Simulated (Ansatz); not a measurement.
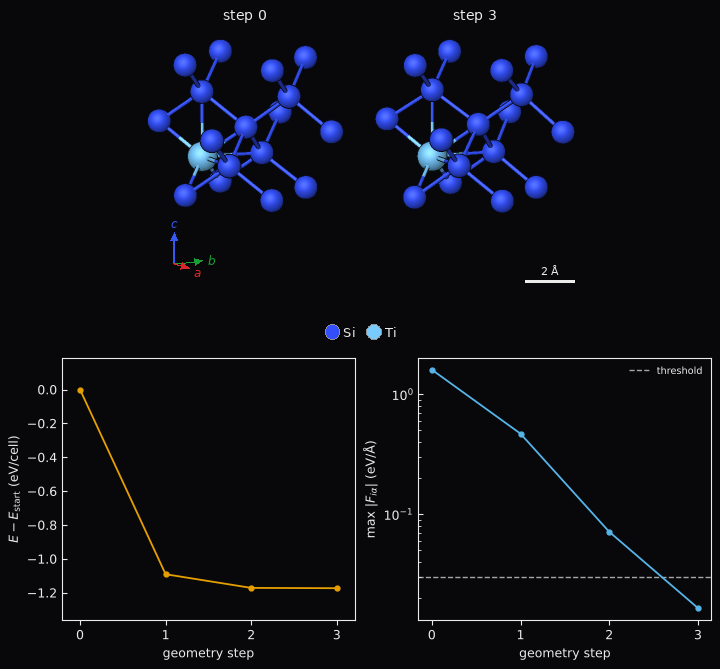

First and last geometry of a relaxation of a defect cell of composition Si$_{64}$Ti (cell charge +4), with the history of the run. A ball-and-stick model of the atoms within 4.2 Å of the atom that moves most (axes of the cell of the calculation (origin shifted)), seen slightly off an axis.

Method: DFT, PBEsol, PAW, plane waves (Ansatz). (plane-wave cutoff 420 eV; k-point mesh 1 × 1 × 1; mesh shifted by (0.25, 0.25, 0.25); collinear spin; atoms relaxed in a fixed cell; force threshold 0.03 eV/Å; at most 80 steps)

What do the curves and the structures tell?

Answer. It converged. The largest move is that of a Si atom, 0.16 Å along [2 2 3]. Largest moves by element: Si 0.16 Å, Ti 0.02 Å. The cell doesn't change. Some distances before and after: Si–Ti 2.346 → 2.511 Å, Si–Si 2.283 → 2.408 Å, Si–Ti 2.341 → 2.461 Å, Si–Si 2.326 → 2.426 Å. Among the angles between lasting bonds that change: Si–Si–Si 109.2° → 113.6°, Si–Si–Si 107.5° → 111.8°, Si–Si–Si 110.6° → 106.4°. After 3 geometry steps the energy has fallen by 1.173 eV per cell of the calculation. Largest force component: 1.6 eV/Å at the start, 0.017 eV/Å at the end. The program noted that the starting moments weren't kept.

Limits of the set-up: the cell is charged, on a uniform background, and energies carry no finite-size correction.
